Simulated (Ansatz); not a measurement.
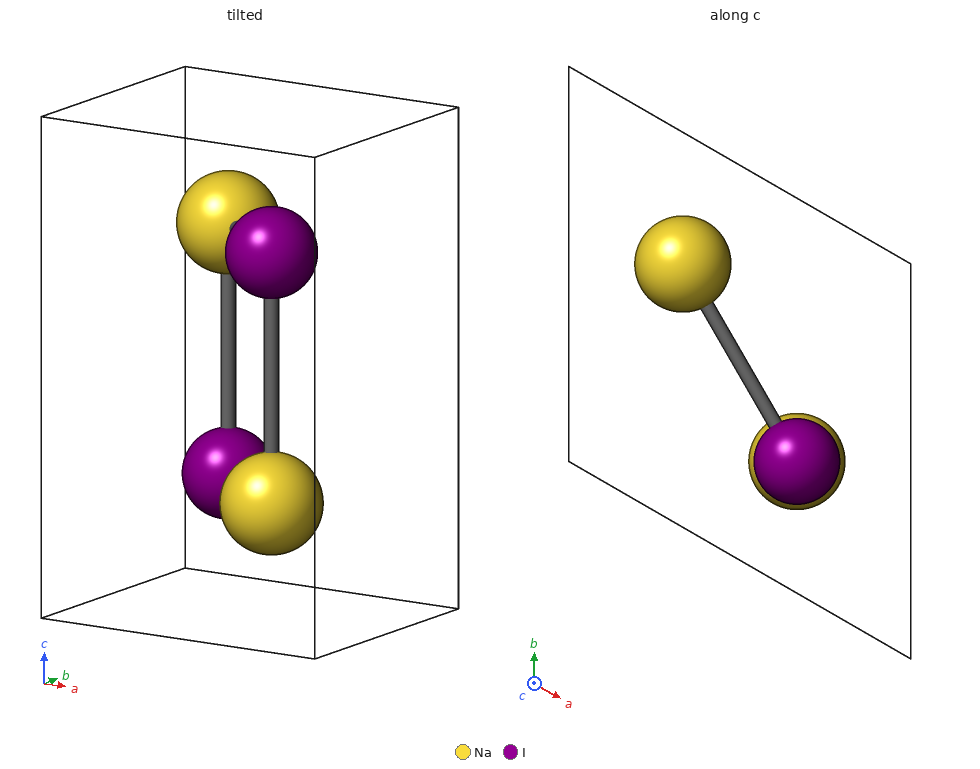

The structure above is drawn in ball-and-stick style and viewed slightly off an axis and along the c axis. The conventional unit cell is drawn as a box.

NaI, space group P6_3/mmc (No. 194), a = 5.281 Å, b = 5.281 Å, c = 6.298 Å, α = 90.00°, β = 90.00°, γ = 120.00°. The cell started as a structure type filled with these elements by a generator (whether the compound takes this form wasn't checked). The cell was then strained or its atoms displaced on purpose. A calculation with Ansatz used it as input.

This one geometry was computed with Ansatz (DFT, plane waves, PAW) at three levels of theory: r2SCAN, HSE06 and PBE. It was relaxed with r2SCAN and then strained.

How does the band gap change with the level of theory?

PBE: a gap of 3.68 eV, direct; r2SCAN: a gap of 4.30 eV, direct; HSE06: a gap of 4.66 eV, direct.

Collect the results in a table.

| level | cutoff (eV) | k-mesh of the run's cell | gap (eV) | pressure (GPa) |
| --- | --- | --- | --- | --- |
| r2SCAN | 500 | 6×6×4 | 4.30 | 1.2 |
| HSE06 | 420 | 6×6×4 | 4.66 | 1.4 |
| PBE | 420 | 6×6×4 | 3.68 | 1.6 |

Gaps are taken on the k-mesh or band path of each run.
